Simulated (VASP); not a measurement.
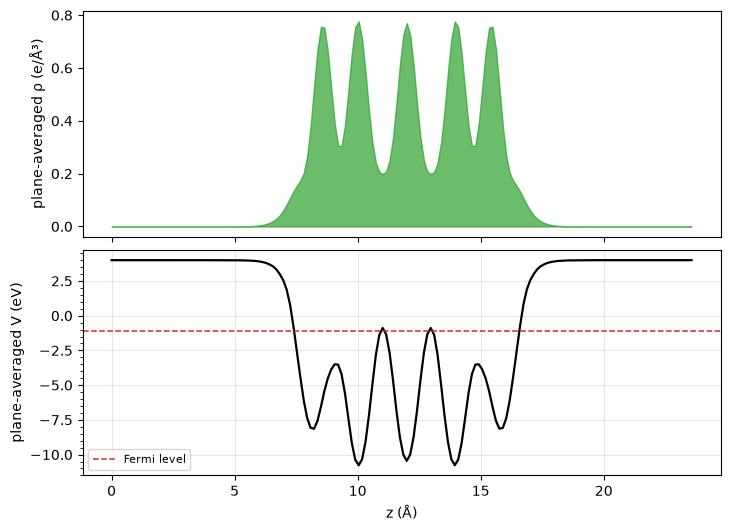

Figure. GaP (slab). Plane average of the electrostatic potential energy of an electron and of the valence charge density (pseudo) across the slab.

Level of theory: Kohn-Sham DFT of a periodic cell, PBEsol, VASP PAW PBE potentials, recommended (VASP).

The density is the valence pseudo-density of a PAW calculation; it isn't the true density close to the nuclei.

The calculation's input:

```
PREC     = Accurate       # precision mode
ENCUT    = 520            # plane-wave cutoff, eV
EDIFF    = 1E-6           # SCF threshold, eV
ISMEAR   = 0              # smearing method
SIGMA    = 0.05           # smearing width, eV
LREAL    = F              # projectors in reciprocal space
LASPH    = T              # aspherical terms in the spheres
NELM     = 100            # most SCF steps
ALGO     = Normal         # electronic algorithm
ISIF     = 2              # what is computed and relaxed
LWAVE    = F              # write WAVECAR
LCHARG   = T              # write CHGCAR
LDIPOL   = T            
IDIPOL   = 3            
DIPOL    = 0.5 0.5 0.500
GGA      = PS             # functional
LVHAR    = T            
LVACPOTAV= T            
KPAR     = 8
```

Command:

```sh
cat potpaw_PBE.64/Ga_d/POTCAR potpaw_PBE.64/P/POTCAR > POTCAR
mpirun -np 8 vasp_std > vasp.out
```

**How far above the Fermi level of the calculation is the vacuum level?**

5.1 eV. The slab has a gap, so the Fermi level lies inside it and this isn't a work function in the metallic sense.

**How thick is the slab, and how wide the vacuum?**

The outermost nuclei are 8.1 Å apart, in 7 atomic planes; the vacuum between periodic images is 15.6 Å wide.
